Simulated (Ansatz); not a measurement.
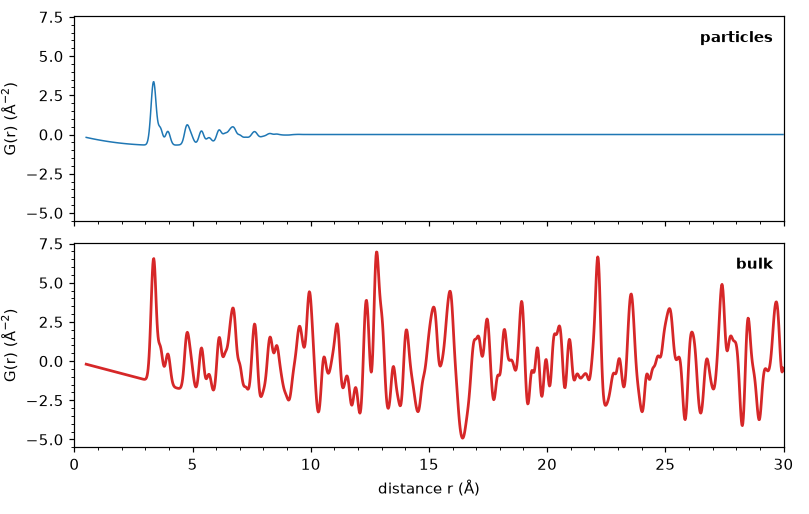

The curve is a calculated X-ray PDF: distances of the static structure, each pair weighted by the product of the atomic numbers (X-ray weights at Q = 0), broadened by Gaussians with σ = 0.10 Å, for spherical particles of Y with the bulk structure: the bulk G(r) is multiplied by the envelope of a sphere of diameter D, 1 − 3r/2D + r³/2D³, with no surface relaxation. The number density is 0.0316 atoms per Å³. Structure used: the end point of a relaxation with DFT PBEsol, scalar-relativistic, plane waves, PAW (Ansatz 0.2.0); the starting structure was generated, so it need not be a known form of this composition.

**Estimate the particle diameter.**

About 10 Å (1.0 nm): the signal is half of the bulk amplitude at r ≈ 3.5 Å and vanishes at r = D, fading from view somewhat earlier.

**Roughly how many atoms does one particle hold?**

About 17 (number density 0.0316 Å⁻³ times πD³/6).
